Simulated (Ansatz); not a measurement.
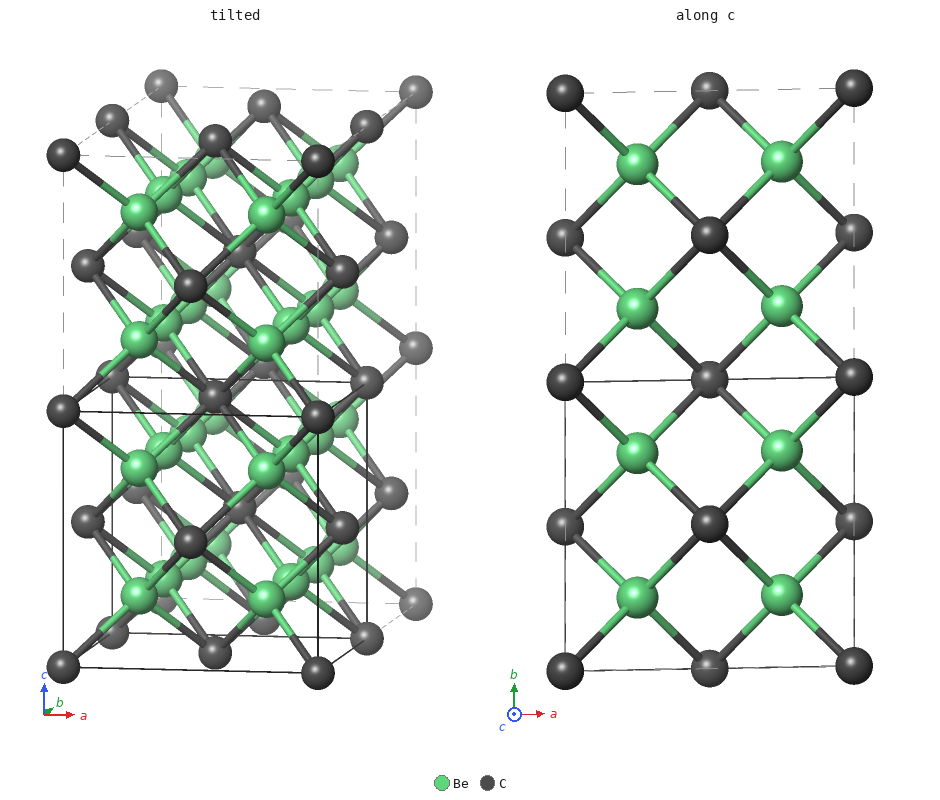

Ball-and-stick representation of a periodic structure, projected slightly off an axis and along the c axis. The solid frame is a single drawn cell (a repeat of the simulation cell) within a 1×2×2 block.

Be2C, a = 4.32 Å, b = 4.32 Å, c = 4.32 Å, α = 90.00°, β = 90.00°, γ = 88.96°.

Setup: Ansatz, DFT, PBE, plane waves, PAW; plane-wave cutoff 420 eV, k-points about 0.25 Å⁻¹ apart, Fermi-Dirac smearing of 0.02 eV, no spin polarisation.

Question: What is the electronic character?

Answer: A semiconductor at this level, with a gap of 1.13 eV, indirect; the smallest direct gap is 3.93 eV.

Question: Which way would the volume go on relaxing?

Answer: The computed pressure is 1.1 GPa (compressed: it would expand). The stress isn't hydrostatic: its largest component is 3.7 GPa.

The cell started as a structure listed in the Materials Project. The cell was then strained or its atoms displaced on purpose. It went into a calculation with Ansatz.
